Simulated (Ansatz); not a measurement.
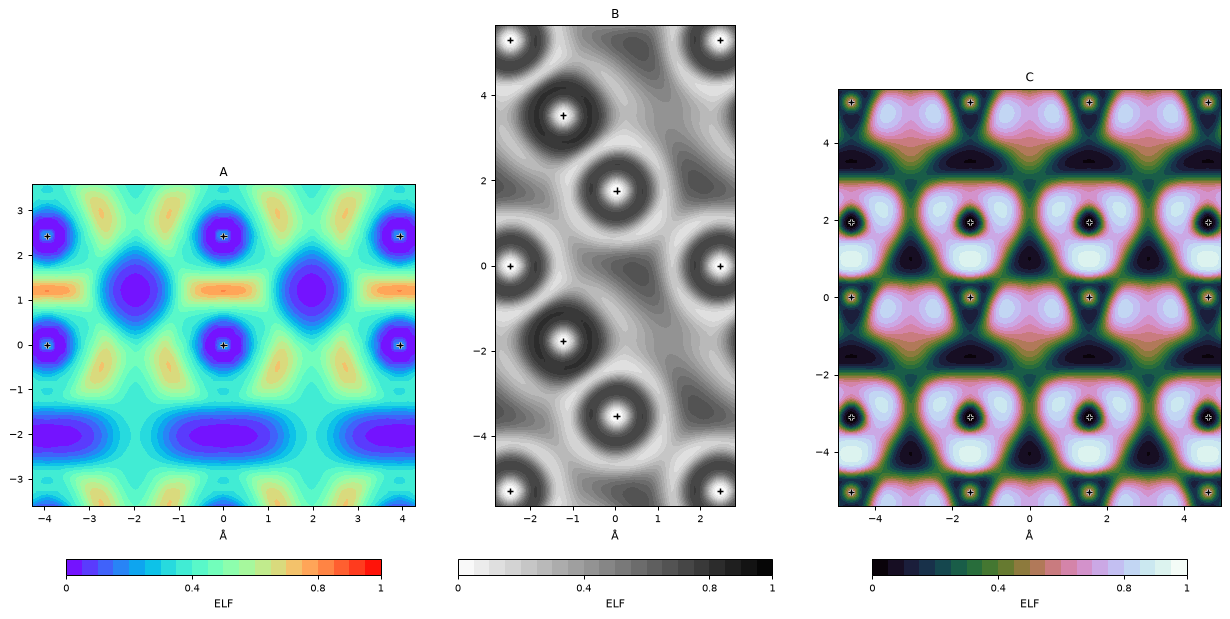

The ELF of 3 systems, each on a plane through atoms (crosses mark nuclei in the plane).

All numbers below come from DFT r2SCAN, scalar-relativistic, plane waves, PAW (Ansatz 0.2.0).

System 1: SiC, the (010) plane of the calculation cell. Space group P6₃mc; not relaxed (largest force 0.8 eV/Å).

```cif
data_structure
_symmetry_space_group_name_H-M 'P 1'
_symmetry_Int_Tables_number 1
_cell_length_a 3.0760
_cell_length_b 3.0760
_cell_length_c 10.0960
_cell_angle_alpha 90.000
_cell_angle_beta 90.000
_cell_angle_gamma 60.000
_cell_volume 82.73
loop_
_atom_site_label
_atom_site_type_symbol
_atom_site_fract_x
_atom_site_fract_y
_atom_site_fract_z
_atom_site_occupancy
Si1 Si 0.33333 0.33333 0.00000 1
Si2 Si 0.33333 0.33333 0.50000 1
Si3 Si 0.66667 0.66667 0.25000 1
Si4 Si 0.66667 0.66667 0.75000 1
C1 C 0.33333 0.33333 0.19250 1
C2 C 0.33333 0.33333 0.69250 1
C3 C 0.66667 0.66667 0.44250 1
C4 C 0.66667 0.66667 0.94250 1
```

System 2: Ge, the (100) plane of the conventional cell. Space group P6₃/mmc; a structure from a database of computed crystals, not necessarily the ambient phase; changed on purpose from its base cell (equal strain along all axes, cell held, atoms relaxed: -1.5 %); computed pressure about 4 GPa in this cell.

```cif
data_structure
_symmetry_space_group_name_H-M 'P 1'
_symmetry_Int_Tables_number 1
_cell_length_a 3.9357
_cell_length_b 3.9357
_cell_length_c 6.5037
_cell_angle_alpha 90.000
_cell_angle_beta 90.000
_cell_angle_gamma 120.000
_cell_volume 87.24
loop_
_atom_site_label
_atom_site_type_symbol
_atom_site_fract_x
_atom_site_fract_y
_atom_site_fract_z
_atom_site_occupancy
Ge1 Ge 0.66667 0.33333 0.06309 1
Ge2 Ge 0.33333 0.66667 0.56309 1
Ge3 Ge 0.66667 0.33333 0.43691 1
Ge4 Ge 0.33333 0.66667 0.93691 1
```

System 3: Ta₂N, the (101) plane of the calculation cell. Space group P-31m; a structure from a database of computed crystals, not necessarily the ambient phase.

Which map belongs to which system?

Answer. Panel A is system 2, Ge: the plane holds Ge. Ge–Ge (2.43 Å): the ELF peaks at about 0.80 between the atoms, as expected for localised, covalent bonding. Panel B is system 3, Ta₂N: the plane holds Ta and N. Ta–N (2.16 Å): the ELF peaks at about 0.80 in the valence shell of N, 0.6 Å from its nucleus, and drops to about 0.15 between the two atoms; no shared electron pair shows on this line. Panel C is system 1, SiC: the plane holds Si and C. Si–C (1.94 Å): the ELF peaks at about 0.95 between the atoms: a shared electron pair.
